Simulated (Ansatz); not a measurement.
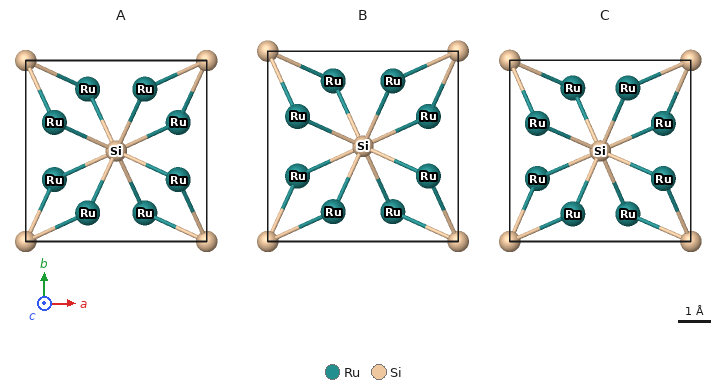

3 geometries from one relaxation of solid SiRu$_{2}$ (a generated structure, set up in I4/mcm) (coarse preliminary run), in shuffled order. A ball-and-stick model of the conventional cell (2 times the calculation's cell), seen along the c axis. Lengths and directions refer to the drawn axes.

Case: Hf → Ru on all its sites, cell and atoms relaxed.

Computed with DFT r2SCAN, scalar-relativistic, plane waves, PAW (Ansatz 0.2.0). Set-up: plane-wave cutoff 500 eV; k-point mesh 6 × 6 × 6; occupations gaussian; smearing width 0.1 eV; no spin polarisation; cell and atoms relaxed; force threshold 0.05 eV/Å; at most 60 steps.

Put them in the order of the run, from the start to the converged end.

B, C, A. They are steps 0, 1, 5, at +0.588 eV per cell of the calculation, +0.118 eV per cell of the calculation relative to the last. Over 4 accepted moves (5 points after the start) the energy falls by 0.588 eV per cell of the calculation. Largest force component: 0.18 eV/Å at the start, 0.0067 eV/Å at the end. Pressure: −18.25 GPa at the start and −0.05 GPa at the end. The SCF was repeated once at an unchanged geometry on a basis and grid sized afresh for the cell, which shifted the energy by 2.2 meV per cell of the calculation at most. The largest moves relative to the cell, 0.011 Å, are those of Ru atoms. Si stays in place. The volume changes by −7.2 %, with a = b 5.985 → 5.688 Å (−5.0 %), c 4.715 → 4.843 Å (+2.7 %). Among the contacts that change: Ru–Ru 2.650 → 2.542 Å, Ru–Si 2.548 → 2.462 Å, Si–Si 2.358 → 2.422 Å. Bond angles that change, for instance: Si–Ru–Si 55.1° → 58.9°, Si–Ru–Si 112.3° → 109.6°. The space group stays I4/mcm (No. 140).
